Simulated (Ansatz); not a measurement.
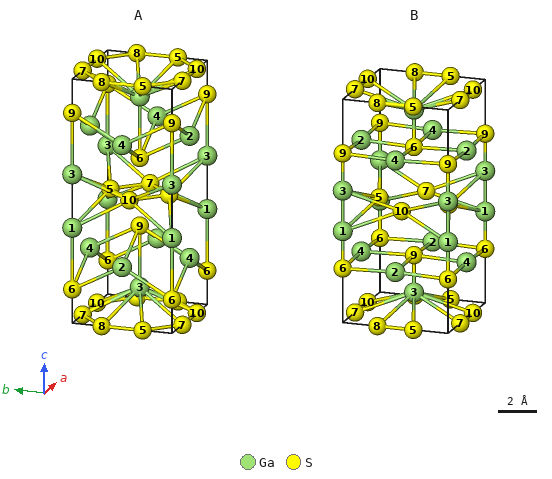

Two geometries of solid Ga$_{2}$S$_{3}$ (built on the K2Ga3-139 type type), drawn at one scale. One is the start of a relaxation, the other its converged end. The picture is a ball-and-stick view of the conventional cell (2 times the calculation's cell), seen from a free direction. Lengths and directions refer to the drawn axes.

Level of theory: DFT, PBEsol, plane waves, PAW in Ansatz. Settings: plane-wave cutoff 420 eV; k-point mesh 6 × 6 × 6; occupations fermi dirac; smearing width 0.03 eV; no spin polarisation; cell and atoms relaxed; force threshold 0.01 eV/Å; at most 120 steps.

Which of the two is the end point?

Structure B is the relaxed one. After 11 accepted moves (14 points after the start) the energy has fallen by 5.251 eV per cell of the calculation. The largest force component goes from 2.3 to 0.0027 eV/Å. Pressure: −0.09 GPa at the start and 0.02 GPa at the end. The line search rejected the trial steps at points 8, 10 of the run. At 1 point the geometry stayed and the basis and grid were re-selected for the new cell (energy shift of 1.4 meV per cell of the calculation at most each time). The largest moves relative to the cell, 1.29 Å, are those of S6 and S9. S6 goes along +c. By element the largest moves are S 1.29 Å, Ga 0.23 Å. Cell: a = b 5.665 → 5.976 Å (+5.5 %), c 13.656 → 12.494 Å (−8.5 %). Volume +1.8 %. Near-neighbour distances that change, for instance: Ga1–S6 3.441 → 2.087 Å, S5–S6 2.522 → 3.611 Å, Ga1–Ga3 2.989 → 2.269 Å, S5–S10 2.359 → 2.787 Å. New bonds form: Ga1–Ga3 (2.99 → 2.27 Å). The space group stays I4/mmm (No. 139). The run took 110 s on 4 threads of Arm Neoverse V1, with other jobs on the host, peak memory 0.88 GiB.
